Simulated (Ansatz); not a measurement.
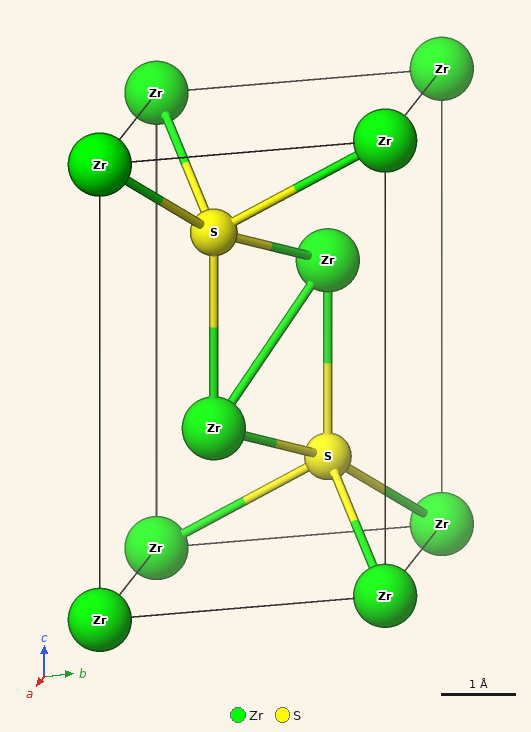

This ball-and-stick model is shown slightly off an axis. One conventional unit cell is framed, with atoms on its boundary repeated.

Treated as bonds: S–Zr up to 3.19 Å, Zr–Zr up to 3.22 Å (cut-off distances).

### Which compound is drawn?

Zr$_{3}$S$_{2}$. The cell holds 3 Zr, 2 S, counting shared atoms by their share.

### Which of the Bravais lattices applies?

Primitive hexagonal lattice; the crystal system is trigonal.

### What space-group symmetry does the structure have?

P-3m1 (No. 164), with Zr on 1a, Zr on 2d and S on 2d.

The structure was taken from a textbook structure type filled with these elements (whether it is the usual form wasn't checked). Atoms and cell were optimised with DFT PBE, scalar-relativistic, plane waves, PAW (Ansatz 0.2.0).
